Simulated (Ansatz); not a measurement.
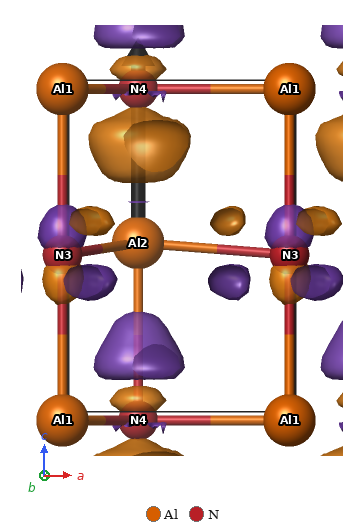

The picture shows: AlN. Al2 was moved by 0.15 Å along [0 0 1] in the axes of the cell drawn (arrow, not to scale). Change of the density less the rigid motion of the neutral atom's own density: orange surfaces at +0.01 and purple ones at −0.01 e/Å³, in the cell of the calculation (origin moved) seen along the b axis.

Space group P6_3/mmc. This isn't the usual form at ambient conditions. The cell comes from a database of computed structures, not from a measurement.

The calculation used Ansatz, DFT PBE, scalar-relativistic, plane waves, PAW.

Core electrons are frozen (PAW), so the fields are smoothed inside the atomic spheres.

Question: Describe the electronic response.

Answer: About 0.07 e is rearranged in the cell. Outside the cores the largest gain, 0.05 e/Å³, lies 0.7 Å from a nitrogen nucleus and 1.2 Å from an aluminium one, and the largest loss, 0.03 e/Å³, lies 0.9 Å from a nitrogen nucleus and 1.4 Å from an aluminium one.

Question: What restoring force does the calculation give for this move?

Answer: The force on it changes by 1.40 eV/Å along the move, against it: a stiffness of about 9.3 eV/Å² for this sublattice shift.
